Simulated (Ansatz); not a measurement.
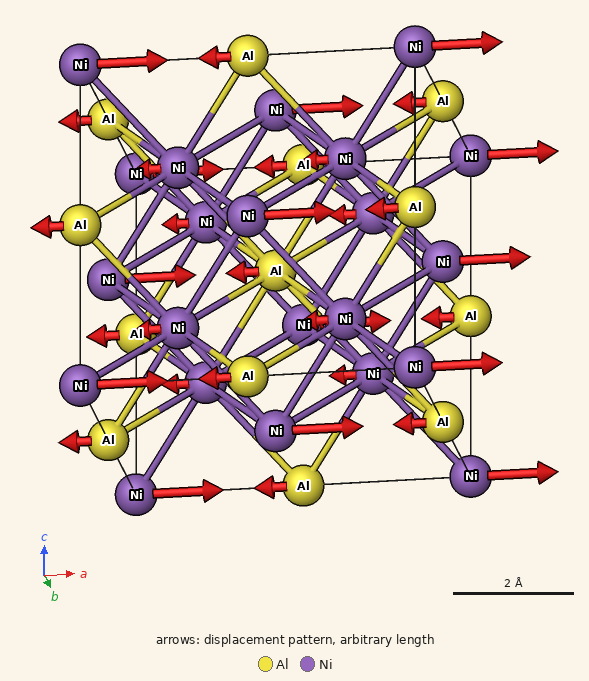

One vibrational mode of a crystal of AlNi$_{3}$ at the zone centre. The red arrows are the displacements of the atoms (eigenvector over the root of the mass), of arbitrary overall length and sign. Style: ball-and-stick. Shown: the conventional cell (4 times the calculation's cell), from a free direction. Lengths and directions refer to the drawn axes.

Level of theory: Ansatz, DFT PBE, scalar-relativistic, plane waves, PAW.

Input
```yaml
crystal:
  lattice:
    - [0.0, 2.8398325385, 2.8398325385]
    - [2.8398325385, 0.0, 2.8398325385]
    - [2.8398325385, 2.8398325385, 0.0]
  atoms:
    - { symbol: Al, position: [0.5, 0.5, 0.5] }
    - { symbol: Ni, position: [0.25, 0.25, 0.25] }
    - { symbol: Ni, position: [0.0, 0.0, 0.0] }
    - { symbol: Ni, position: [0.75, 0.75, 0.75] }
basis:
  ecutwfc: 420
kpoints:
  mp_grid: { grid: [14, 14, 14] }
hamiltonian:
  xc: pbe
scf:
  occupations: { method: fermi_dirac, width: 0.15 }
output:
  eigenvalues: true
phonons:
  method: dfpt
  eigenvectors: true
```

Run as
```bash
ansatz run input.yaml --threads 1 --pin off --max-ram 2560MiB --backend cpu --events-out ev --progress --plain --runs-dir out
```

The frequencies depend somewhat on the k-mesh and the smearing.

**Describe the mode and give its frequency.**

This is the T₁u mode (triply degenerate; one member of the set is drawn) at 229 cm⁻¹, optical level 2 of 3, counted from below, infrared-active by symmetry. The Ni (4a) sublattice moves against the Al and Ni (8c) sublattices, along a; the kinetic energy is shared as Ni 93 %, Al 7 %. The crystal is a metal, so free carriers screen the infrared response.

Limits of the set-up: an element that often carries a moment was run without spin polarisation.
